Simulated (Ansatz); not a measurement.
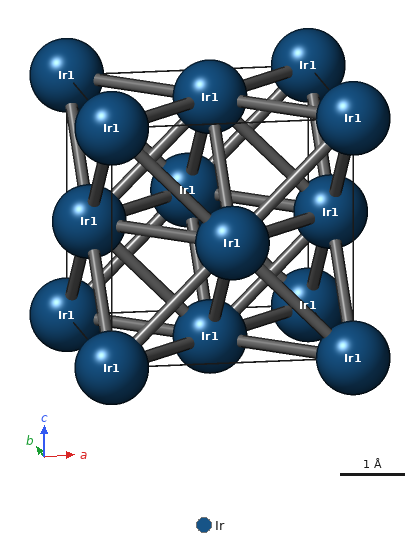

The structure as given in the input (ball-and-stick view of the cell 4 times as large as that of the calculation, set on its symmetry axes, seen slightly off an axis; atoms are numbered from 1 in the order of the input). Near neighbours in the crystal (not all of them lie inside the picture): Ir has 12 Ir at 2.73 Å.

**Geometry relaxation of Ir**

The run: geometry relaxation of Ir (1 atom in the cell). Method and program: DFT r2SCAN, scalar-relativistic, plane waves, PAW, no spin polarisation (Ansatz 0.2.0).

The structure derives from a Materials Project entry. Figures and captions count atoms from 1; the log counts them from 0 in places.

What the program printed:
```
Engine: ansatz 0.2.0, x86_64-unknown-linux-gnu
Pseudopotentials: kind: paw
Pseudopotential: Ir, paw, valence charge 17, recommended cutoff 500 eV (meta_gga), Ir.paw.azcp
Functional definition: r2SCAN
  parameter k0 = 0.174
  parameter k1 = 0.065
  parameter a1 = 4.9479
  exchange = r2scan_x(k0 = k0, k1 = k1, a1 = a1)
  correlation = r2scan_c
Crystal: 1 atoms, lattice volume = 14.310 Å³
Basis set: ecut = 500 eV, 339 PW (Γ), exchange–correlation on 80×80×80 points (64 copies of the dense FFT grid, shifted against one another)
Bands: 13, of which v1, the nominal top of the filled ones, is band 9 counted from 1 (8 counted from 0)
Symmetry: 48 space group operations
Space group: Fm-3m (ITA 225), of the structure as read, at distance tolerance 2.4e-5 Å
k-points: 195 of 5832
Non-local potential: Ir, projectors of the file, l = 0: 3, l = 1: 2, l = 2: 2, l = 3: 1
PAW form: soft (Blöchl's): semilocal exchange-correlation on the pseudo side does not see the compensation charge
PAW frozen core: Ir, regenerated for the run's functional (the file was generated under x = pbe(κ = 0.804, μ = 0.2195149727645171), c = pbe(β = 0.06672455060314922))
PAW one-centre angular grid: Ir, 590 points (default); XC on 160 Gauss nodes
Initial density: superposition of atomic densities (neutral atoms: chi_scale 0, normalization atom), corrected by the library's trained network
Initial wavefunctions: pseudopotential atomic-orbital guess
Functional: x = r2scan, c = r2scan; τ floored in thin density (d = 2e-4 eV/Å³)
SCF iter   1: F=—  HF=-11948.699816 eV  |F-HF|=—  |Δ(HF+E_count)|=         —  Δρ=1.10e-2  dr2=7.57e-3  dr2_τ=3.60e-2  ethr=1.77e-3  ⟨swp⟩=5.1  Hψ=14633  notcnv=0
preconditioner: auto → none  [metal: Δε(μ)=0.005 eV  Ē_g=14.783 eV  σ=0.100 eV  W_gap=0.03  n_scr=0 (ndim 8)  ℏωp=29.4 eV  f_vac=0.000  D(μ)=1.00/eV (n_scr^D=14)]
SCF iter   2: F=—  HF=-11948.725596 eV  |F-HF|=—  |Δ(HF+E_count)|=   2.58e-2  Δρ=5.17e-3  dr2=8.49e-4  dr2_τ=4.39e-4  ethr=4.45e-5  ⟨swp⟩=2.0  Hψ=5762  notcnv=0  defer=81
SCF iter   3: F=—  HF=-11948.726291 eV  |F-HF|=—  |Δ(HF+E_count)|=   6.95e-4  Δρ=1.64e-3  dr2=8.10e-5  dr2_τ=2.71e-5  ethr=4.99e-6  ⟨swp⟩=2.1  Hψ=2906  notcnv=0  defer=81
SCF iter   4: F=—  HF=-11948.726376 eV  |F-HF|=—  |Δ(HF+E_count)|=   8.50e-5  Δρ=1.35e-4  dr2=9.70e-7  dr2_τ=1.03e-7  ethr=4.77e-7  ⟨swp⟩=2.3  Hψ=3554  notcnv=0  defer=81
SCF iter   5: F=—  HF=-11948.726376 eV  |F-HF|=—  |Δ(HF+E_count)|=   7.99e-7  Δρ=3.52e-5  dr2=1.06e-7  dr2_τ=1.50e-8  ethr=5.71e-9  ⟨swp⟩=2.0  Hψ=3708  notcnv=0  defer=81
SCF iter   6: F=-11948.726376 eV  HF=-11948.726376 eV  |F-HF|=8.59e-10  |Δ(HF+E_count)|=   3.49e-8  Δρ=1.10e-5  dr2=1.16e-8  dr2_τ=1.04e-9  ethr=5.88e-10  ⟨swp⟩=8.6  Hψ=14103  notcnv=0
SCF 1 converged in 6 iterations: F = -11948.726376 eV  dr2 = 1.16e-8
  greatest PAW one-centre occupation: 1.000 electrons in one spin orbital (limit 2), on the Ir atom at site 0 (counted from 0), in its partial waves of l = 0
relax step   1: F+E_penalty+E_count = -11948.72637634 eV  Δ(F+E_penalty+E_count) = +0.000e0 eV  max|allowed force component| = 0.000e0 eV/Å  Δτ_max = 0.0000 Å  P = -2.817 GPa  Ω = 14.310 Å³  (6 SCF iters, dr2 threshold 1.00e-7 eV, accepted)
Crystal: 1 atoms, lattice volume = 13.998 Å³
Initial density: handed on by an earlier stage of this run
Initial wavefunctions: those handed on with the density
iter 1 solved again at ethr=1.42e-6 eV; its pass at ethr=3.10e-3 eV (dr2=2.41e-4 eV) is discarded
SCF iter   1: F=—  HF=-11948.709552 eV  |F-HF|=—  |Δ(HF+E_count)|=         —  Δρ=1.31e-3  dr2=2.03e-4  dr2_τ=1.78e-2  ethr=1.42e-6  ⟨swp⟩=1.4  Hψ=17019  notcnv=0
preconditioner: auto → none  [metal: Δε(μ)=0.008 eV  Ē_g=15.055 eV  σ=0.100 eV  W_gap=0.04  n_scr=0 (ndim 8)  ℏωp=29.8 eV  f_vac=0.000  D(μ)=0.95/eV (n_scr^D=14)]
SCF iter   2: F=—  HF=-11948.724008 eV  |F-HF|=—  |Δ(HF+E_count)|=   1.45e-2  Δρ=8.40e-4  dr2=7.81e-5  dr2_τ=3.55e-5  ethr=1.20e-6  ⟨swp⟩=2.0  Hψ=4213  notcnv=0
SCF iter   3: F=—  HF=-11948.723991 eV  |F-HF|=—  |Δ(HF+E_count)|=   1.72e-5  Δρ=3.95e-4  dr2=1.17e-5  dr2_τ=2.60e-6  ethr=4.59e-7  ⟨swp⟩=2.3  Hψ=3551  notcnv=0
SCF iter   4: F=—  HF=-11948.724004 eV  |F-HF|=—  |Δ(HF+E_count)|=   1.28e-5  Δρ=1.96e-4  dr2=5.09e-6  dr2_τ=5.84e-7  ethr=6.87e-8  ⟨swp⟩=2.0  Hψ=4017  notcnv=0
SCF iter   5: F=—  HF=-11948.724003 eV  |F-HF|=—  |Δ(HF+E_count)|=   1.33e-6  Δρ=7.85e-5  dr2=8.18e-7  dr2_τ=4.41e-8  ethr=3.00e-8  ⟨swp⟩=2.1  Hψ=3529  notcnv=0
SCF iter   6: F=-11948.724002 eV  HF=-11948.724002 eV  |F-HF|=4.90e-8  |Δ(HF+E_count)|=   2.40e-7  Δρ=2.39e-5  dr2=7.42e-8  dr2_τ=5.15e-9  ethr=5.88e-10  ⟨swp⟩=5.8  Hψ=14281  notcnv=0
SCF 2 converged in 6 iterations: F = -11948.724002 eV  dr2 = 7.42e-8
relax step   2: F+E_penalty+E_count = -11948.72400236 eV  Δ(F+E_penalty+E_count) = +2.374e-3 eV  max|allowed force component| = 0.000e0 eV/Å  Δτ_max = 0.0000 Å  P = +5.676 GPa  Ω = 13.998 Å³  energy of the carried Pulay correction = +2.301e-4 eV  (6 SCF iters, dr2 threshold 1.00e-7 eV, rejected (line search))
Crystal: 1 atoms, lattice volume = 14.205 Å³
iter 1 solved again at ethr=6.52e-7 eV; its pass at ethr=3.10e-3 eV (dr2=1.11e-4 eV) is discarded
SCF iter   1: F=—  HF=-11948.720445 eV  |F-HF|=—  |Δ(HF+E_count)|=         —  Δρ=1.01e-3  dr2=1.29e-4  dr2_τ=7.99e-3  ethr=6.52e-7  ⟨swp⟩=2.0  Hψ=16916  notcnv=0
preconditioner: auto → none  [metal: Δε(μ)=0.014 eV  Ē_g=14.814 eV  σ=0.100 eV  W_gap=0.08  n_scr=0 (ndim 8)  ℏωp=29.6 eV  f_vac=0.000  D(μ)=0.99/eV (n_scr^D=14)]
SCF iter   2: F=—  HF=-11948.727429 eV  |F-HF|=—  |Δ(HF+E_count)|=   6.98e-3  Δρ=7.32e-4  dr2=6.55e-5  dr2_τ=2.73e-5  ethr=6.52e-7  ⟨swp⟩=2.0  Hψ=4214  notcnv=0
SCF iter   3: F=—  HF=-11948.727410 eV  |F-HF|=—  |Δ(HF+E_count)|=   1.90e-5  Δρ=3.33e-4  dr2=1.07e-5  dr2_τ=2.08e-6  ethr=3.85e-7  ⟨swp⟩=2.1  Hψ=3485  notcnv=0
SCF iter   4: F=—  HF=-11948.727416 eV  |F-HF|=—  |Δ(HF+E_count)|=   5.59e-6  Δρ=1.93e-4  dr2=5.10e-6  dr2_τ=6.11e-7  ethr=6.27e-8  ⟨swp⟩=2.0  Hψ=4019  notcnv=0
SCF iter   5: F=—  HF=-11948.727416 eV  |F-HF|=—  |Δ(HF+E_count)|=   1.17e-7  Δρ=8.83e-5  dr2=1.07e-6  dr2_τ=5.09e-8  ethr=3.00e-8  ⟨swp⟩=2.0  Hψ=3414  notcnv=0
SCF iter   6: F=—  HF=-11948.727412 eV  |F-HF|=—  |Δ(HF+E_count)|=   3.53e-6  Δρ=3.09e-5  dr2=1.30e-7  dr2_τ=8.32e-9  ethr=6.32e-9  ⟨swp⟩=2.5  Hψ=3751  notcnv=0
SCF iter   7: F=—  HF=-11948.727412 eV  |F-HF|=—  |Δ(HF+E_count)|=   3.33e-8  Δρ=1.36e-5  dr2=2.49e-8  dr2_τ=2.42e-9  ethr=7.66e-10  ⟨swp⟩=2.0  Hψ=3352  notcnv=0
SCF iter   8: F=—  HF=-11948.727412 eV  |F-HF|=—  |Δ(HF+E_count)|=   7.13e-9  Δρ=3.78e-6  dr2=1.91e-9  dr2_τ=1.94e-10  ethr=1.47e-10  ⟨swp⟩=2.7  Hψ=3689  notcnv=0
SCF iter   9: F=—  HF=-11948.727412 eV  |F-HF|=—  |Δ(HF+E_count)|=  5.64e-10  Δρ=5.75e-7  dr2=4.35e-11  dr2_τ=4.75e-12  ethr=1.12e-11  ⟨swp⟩=2.3  Hψ=3528  notcnv=0
SCF iter  10: F=-11948.727412 eV  HF=-11948.727412 eV  |F-HF|=3.64e-12  |Δ(HF+E_count)|=  1.27e-11  Δρ=2.26e-8  dr2=1.87e-14  dr2_τ=5.30e-14  ethr=1.00e-12  ⟨swp⟩=5.0  Hψ=9294  notcnv=0
SCF 3 converged in 10 iterations: F = -11948.727412 eV  dr2 = 1.87e-14
relax step   3: F+E_penalty+E_count = -11948.72741214 eV  Δ(F+E_penalty+E_count) = -1.036e-3 eV  max|allowed force component| = 0.000e0 eV/Å  Δτ_max = 0.0000 Å  P = -0.084 GPa  Ω = 14.205 Å³  energy of the carried Pulay correction = +7.689e-5 eV  (10 SCF iters, accepted)
Crystal: 1 atoms, lattice volume = 14.202 Å³
iter 1 solved again at ethr=1.57e-10 eV; its pass at ethr=3.10e-3 eV (dr2=2.66e-8 eV) is discarded
SCF iter   1: F=—  HF=-11948.727414 eV  |F-HF|=—  |Δ(HF+E_count)|=         —  Δρ=1.51e-5  dr2=2.84e-8  dr2_τ=1.85e-6  ethr=1.57e-10  ⟨swp⟩=2.0  Hψ=16298  notcnv=0
preconditioner: auto → none  [metal: Δε(μ)=0.012 eV  Ē_g=14.836 eV  σ=0.100 eV  W_gap=0.07  n_scr=0 (ndim 8)  ℏωp=29.6 eV  f_vac=0.000  D(μ)=0.98/eV (n_scr^D=14)]
SCF iter   2: F=-11948.727415 eV  HF=-11948.727415 eV  |F-HF|=7.52e-9  |Δ(HF+E_count)|=   1.58e-6  Δρ=1.01e-5  dr2=1.23e-8  dr2_τ=5.45e-9  ethr=1.03e-10  ⟨swp⟩=5.1  Hψ=13464  notcnv=0
SCF 4 converged in 2 iterations: F = -11948.727415 eV  dr2 = 1.23e-8
relax step   4: F+E_penalty+E_count = -11948.72741529 eV  Δ(F+E_penalty+E_count) = -3.158e-6 eV  max|allowed force component| = 0.000e0 eV/Å  Δτ_max = 0.0000 Å  P = +0.002 GPa  Ω = 14.202 Å³  energy of the carried Pulay correction = +7.923e-5 eV  (2 SCF iters, dr2 threshold 1.75e-8 eV, accepted)
Initial wavefunctions: pseudopotential atomic-orbital guess (no wavefunctions were taken with the density)
iter 1 solved again at ethr=6.66e-9 eV; its pass at ethr=3.10e-3 eV (dr2=1.13e-6 eV) is discarded
SCF iter   1: F=—  HF=-11948.727339 eV  |F-HF|=—  |Δ(HF+E_count)|=         —  Δρ=2.70e-5  dr2=2.60e-8  dr2_τ=1.72e-7  ethr=6.66e-9  ⟨swp⟩=3.0  Hψ=20955  notcnv=0
preconditioner: auto → none  [metal: Δε(μ)=0.012 eV  Ē_g=14.835 eV  σ=0.100 eV  W_gap=0.07  n_scr=0 (ndim 8)  ℏωp=29.6 eV  f_vac=0.000  D(μ)=0.98/eV (n_scr^D=14)]
SCF iter   2: F=—  HF=-11948.727339 eV  |F-HF|=—  |Δ(HF+E_count)|=   6.00e-9  Δρ=1.21e-5  dr2=2.64e-9  dr2_τ=3.99e-9  ethr=1.53e-10  ⟨swp⟩=2.3  Hψ=4178  notcnv=0
SCF iter   3: F=—  HF=-11948.727339 eV  |F-HF|=—  |Δ(HF+E_count)|=   2.24e-9  Δρ=5.13e-6  dr2=4.55e-10  dr2_τ=5.07e-10  ethr=1.55e-11  ⟨swp⟩=2.0  Hψ=3348  notcnv=0
SCF iter   4: F=-11948.727339 eV  HF=-11948.727339 eV  |F-HF|=1.09e-11  |Δ(HF+E_count)|=  6.18e-10  Δρ=3.27e-7  dr2=3.34e-12  dr2_τ=1.94e-12  ethr=1.00e-12  ⟨swp⟩=4.0  Hψ=11786  notcnv=0
SCF 5 converged in 4 iterations: F = -11948.727339 eV  dr2 = 3.34e-12
relax step   5: F+E_penalty+E_count = -11948.72733868 eV  Δ(F+E_penalty+E_count) = +7.661e-5 eV  max|allowed force component| = 0.000e0 eV/Å  Δτ_max = 0.0000 Å  P = -0.003 GPa  Ω = 14.202 Å³  stress off target by 2.73e-3 GPa  SCF on the basis re-selected at this cell (its energy is not comparable with the rows above)  (4 SCF iters)
```

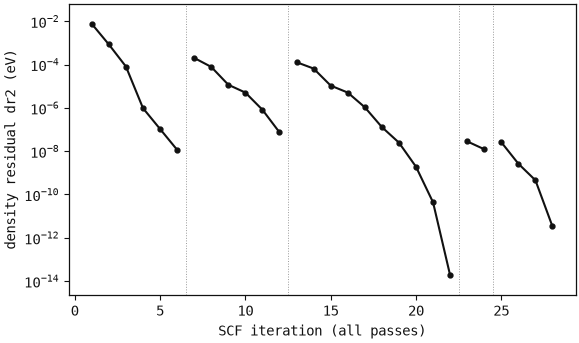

Convergence of the self-consistent field: density residual dr2 against the SCF iteration. The dotted lines part the SCF passes of the relaxation: geometry steps, rejected trials and re-solves on a re-selected basis. The 5 passes take 2 to 10 iterations each, 28 in all.

```
basis re-selected at this cell: Δ(F+E_penalty+E_count) = +7.661e-5 eV, ΔP = -0.004 GPa vs the last step (what re-selecting the basis moved, of the pressure what is left beyond the Pulay correction that the steps carried, after the strain that the cell walked since its last selection, with what the two solves' SCF thresholds leave and, on support functions, any second-order correction that the steps lacked; it is no measure of the basis error at this ecutwfc). This SCF's stress stands 2.73e-3 GPa from its target on what of the cell is left free (relax.cell.stress_tol is 5.00e-2 GPa) and its largest allowed force component is 0.00e0 eV/Å (relax.f_tol is 5.00e-3 eV/Å): within both
SCF converged after 4 iterations
Free energy (F): -11948.727339 eV
Harris-Foulkes:  -11948.727339 eV  (|F-HF|=1.09e-11)
Internal energy: -11948.722422 eV  (E = F + TS)
E sigma→0 (E₀):  -11948.724880 eV
Entropy (-TS):   -0.004916 eV (-4.916 meV/atom)
Fermi energy:    25.497785 eV
--- Per-component energies (eV) ---
  E_band       = -102.492499
  E_kinetic    = 623.506986
  E_local      = -1070.625766  (includes V_loc(G=0)·N_el)
  E_nonlocal   = 73.924183
  E_hartree    = 411.638308
  E_xc         = -255.489377
  E_vxc        = -333.601454  (∫ρ·V_xc dr)
  E_paw        = -9249.698688  (= ΣΔE_a)
  E_vpaw       = -239.681306  (= ΣTr[D̂ρ^β])
  E_aug_tail   = -0.000017  (compensation charges beyond the density's cutoff)
  E_vtau       = 20.708261  (kinetic-family band-sum trace: ∫τ·v_τ [+ j·A + Jᵃ·Aᵃ] dr)
  E_ewald      = -2481.661158
  E_core_change = -0.316894  (= ΣΔE_core)
  E_smearing   = -0.004916  (= −TS)
  E_closure    = -0.000000  (closes the sum)
  Σ components = -11948.727339   (vs F -11948.727339, Δ=0.00e0)
--- Forces (eV/Å), atoms counted from 1 ---
  atom   1  Ir    -0.00000000     0.00000000     0.00000000
  max |Σ_I F_I| component: 4.93e-32 eV/Å
--- Stress (GPa, compression-positive) ---
       -0.002727      -0.000000      -0.000000
       -0.000000      -0.002727       0.000000
       -0.000000       0.000000      -0.002727
  P = ⅓ Tr σ = -0.0027 GPa (-0.027 kbar)
--- Band table (eV; the first three rows and the last of 195) ---
  k-point 0: bands = ["-69.4749", "-25.3084", "-25.3084", "-25.3084", "13.9871", "21.4746", "21.4746", "21.4746", "24.1722", "24.1722", "39.7223", "45.4947", "45.4947"]
  k-point 1: bands = ["-69.4727", "-25.3347", "-25.3120", "-25.3120", "14.1313", "21.3966", "21.5366", "21.5366", "24.1317", "24.1317", "39.9703", "44.8517", "45.7317"]
  k-point 2: bands = ["-69.4663", "-25.4102", "-25.3223", "-25.3223", "14.5486", "21.1967", "21.6981", "21.6981", "24.0442", "24.0442", "40.6526", "43.5043", "46.4234"]
  k-point 194: bands = ["-69.3766", "-25.9035", "-25.8200", "-25.6265", "18.9256", "19.9081", "21.0035", "23.6706", "27.0337", "34.0930", "34.1632", "35.5184", "39.3380"]
--- Relaxed structure (4 steps of the walk, 3 accepted, 1 SCFs on fresh bases) ---
  F+E_penalty+E_count = -11948.72733868 eV   max|allowed force component| = 0.000e0 eV/Å   (the final SCF, on the basis selected at the relaxed cell)
  cell:  # Å, volume = 14.2020 Å³
    - [-4.8406034312508105e-34, 1.9220887788179601, 1.9220887788179601]
    - [1.9220887788179601, -2.278487161975479e-34, 1.9220887788179601]
    - [1.9220887788179601, 1.9220887788179601, -1.5141813570411407e-34]
  atoms:
    - { symbol: Ir, position: [0.0, 0.0, 0.0] }
```

Trajectory as extended XYZ (Å, eV, eV/Å), 5 frames, from step=1 to step=5:
```
1
Lattice="0.0000 1.9270 1.9270 1.9270 0.0000 1.9270 1.9270 1.9270 0.0000" Properties=species:S:1:pos:R:3:forces:R:3 step=1 energy=-11948.72638 pressure_GPa=-2.82
Ir    0.0000    0.0000    0.0000    0.0000   0.0000   0.0000
1
Lattice="0.0000 1.9128 1.9128 1.9128 0.0000 1.9128 1.9128 1.9128 0.0000" Properties=species:S:1:pos:R:3:forces:R:3 step=2 energy=-11948.72400 pressure_GPa=5.68 accepted=F
Ir    0.0000    0.0000    0.0000    0.0000   0.0000   0.0000
1
Lattice="0.0000 1.9222 1.9222 1.9222 0.0000 1.9222 1.9222 1.9222 0.0000" Properties=species:S:1:pos:R:3:forces:R:3 step=3 energy=-11948.72741 pressure_GPa=-0.08
Ir    0.0000    0.0000    0.0000    0.0000   0.0000   0.0000
1
Lattice="0.0000 1.9221 1.9221 1.9221 0.0000 1.9221 1.9221 1.9221 0.0000" Properties=species:S:1:pos:R:3:forces:R:3 step=4 energy=-11948.72741 pressure_GPa=0.00
Ir    0.0000    0.0000    0.0000    0.0000   0.0000   0.0000
1
Lattice="0.0000 1.9221 1.9221 1.9221 0.0000 1.9221 1.9221 1.9221 0.0000" Properties=species:S:1:pos:R:3:forces:R:3 step=5 energy=-11948.72734 pressure_GPa=-0.00
Ir    0.0000    0.0000    0.0000    0.0000   0.0000   0.0000
```

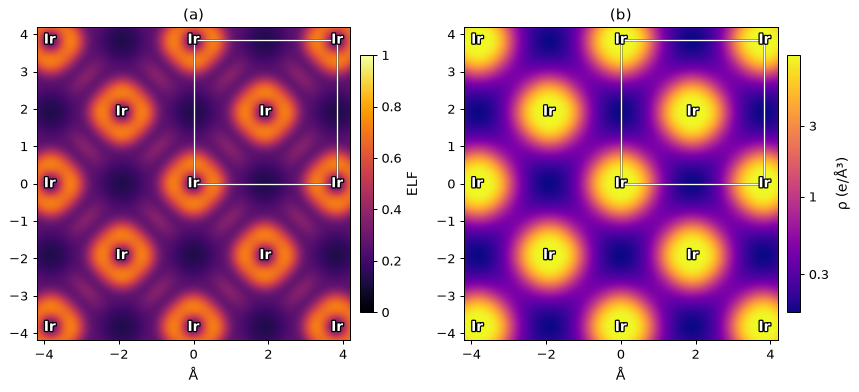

(a) ELF; (b) valence pseudo-density on the (001) plane of the conventional cell. The plane passes through Ir nuclei. Ir–Ir (2.72 Å): ρ at the midpoint is about 0.44 e/Å³; the ELF is about 0.35 at the midpoint, which marks metallic bonding. Away from the nuclei the density in this plane falls to 0.17 e/Å³ at its lowest. The strong features right at Ir lie inside the PAW spheres (semicore, d or f shells) and say nothing about bonding. The fields are those of the smooth PAW valence density.

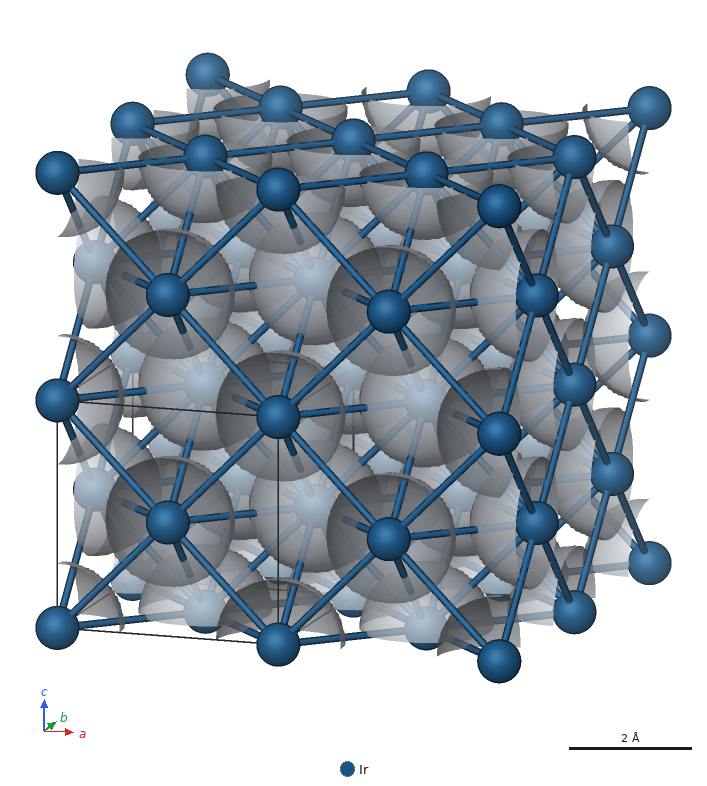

Isosurface of the valence pseudo-density at 0.6 e/Å³ (grey), seen slightly off an axis. Sticks mark near contacts. The outline is the cell set on symmetry axes. At this value the density breaks into separate islands; it holds about 80 % of the electrons treated as valence (semicore included). It is pinched off along the Ir–Ir (2.72 Å) contacts. On the grid the lowest density along these lines, outside the cores, is 0.45 e/Å³ (Ir–Ir, 2.72 Å).

The run was set up as follows.

Input file:
```yaml
crystal:
  lattice:
    - [0.0, 1.92696467, 1.92696467]
    - [1.92696467, 0.0, 1.92696467]
    - [1.92696467, 1.92696467, 0.0]
  atoms:
    - { symbol: Ir, position: [0.0, 0.0, 0.0] }
basis:
  ecutwfc: 500
kpoints:
  mp_grid: { grid: [18, 18, 18] }
hamiltonian:
  xc: r2scan
scf:
  occupations: { method: gaussian, width: 0.1 }
output:
  forces: true
  stress: true
  eigenvalues: true
  write_density: true
  write_potential: true
  elf: true
  volumetric_format: npy
relax:
  adjacent_minimum: "off"
  f_tol: 0.005
  max_steps: 80
  cell: { stress_tol: 0.05 }
```

Run as:
```bash
ansatz run input.yaml --threads 8 --pin off --max-ram 20480MiB --backend cpu --events-out ev --progress --plain --runs-dir out
```

Results in brief:

- outcome: converged
- space group (tolerance 0.01 Å): Fm-3m (225)
- electrons treated: 17
- free energy: −11948.7273 eV
- Fermi energy: 25.498 eV
- gap on the k-point mesh: none (metallic)
- pressure: 0.00 GPa
- final volume: 14.20 Å³
- largest force (length of the vector) at the end: under 0.001 eV/Å
- final cell: a = 2.718 Å, b = 2.718 Å, c = 2.718 Å, α = 60.00°, β = 60.00°, γ = 60.00°
- hardware: 8 threads of Intel Xeon @ 2.70GHz, 189 GiB of memory available, shared host
- wall time: 5.5 s (CPU time 29 s)
- peak memory: 0.43 GiB

Remarks:

Spin–orbit coupling is left out, which matters for Ir.
